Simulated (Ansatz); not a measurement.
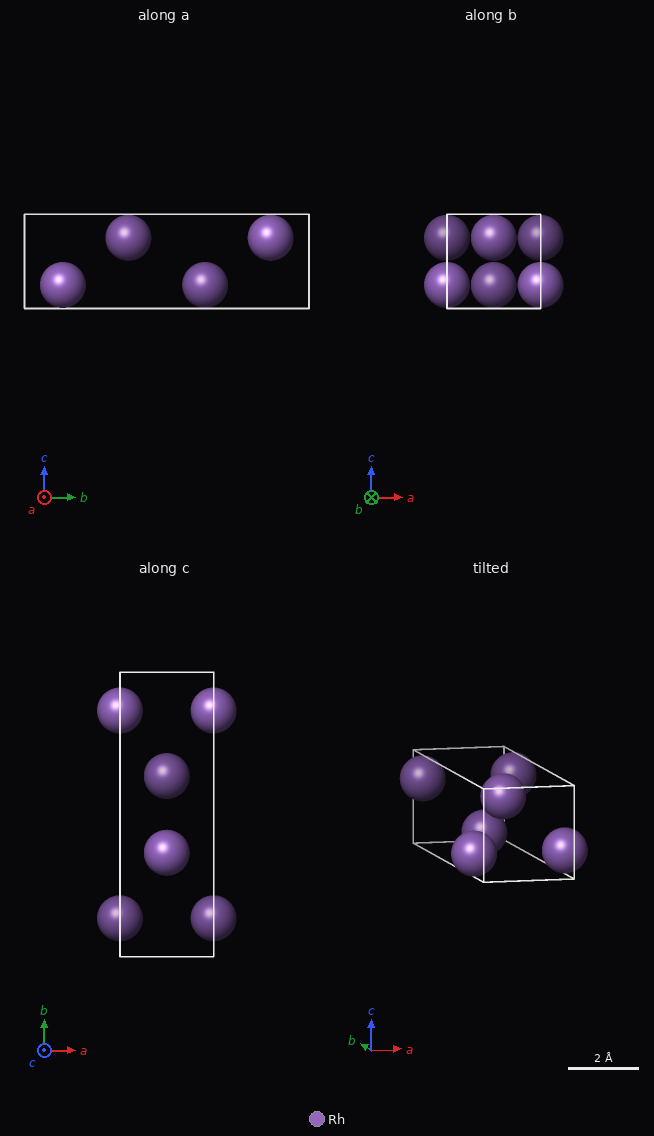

Structure drawing (spheres-only), viewed along the a axis, along the b axis, along the c axis and slightly off an axis. Atoms at the boundary of the conventional unit cell (the box) are drawn once for each face, edge or corner they touch.

Lattice parameters: a = 2.684 Å, b = 8.155 Å, c = 2.704 Å, α = 90.00°, β = 90.00°, γ = 90.00°.

Record the structure as a table of Wyckoff sites, with free fractional coordinates to two decimals.

Space group Cmcm (No. 63).
```
atom  site     x     y     z
  Rh    4c  0.50  0.63  0.25
```

Source of the structure: a structure type filled with this element by a generator (whether the element takes this form wasn't checked). What is shown is the relaxed result from DFT PBE, scalar-relativistic, plane waves, PAW in Ansatz 0.2.0.
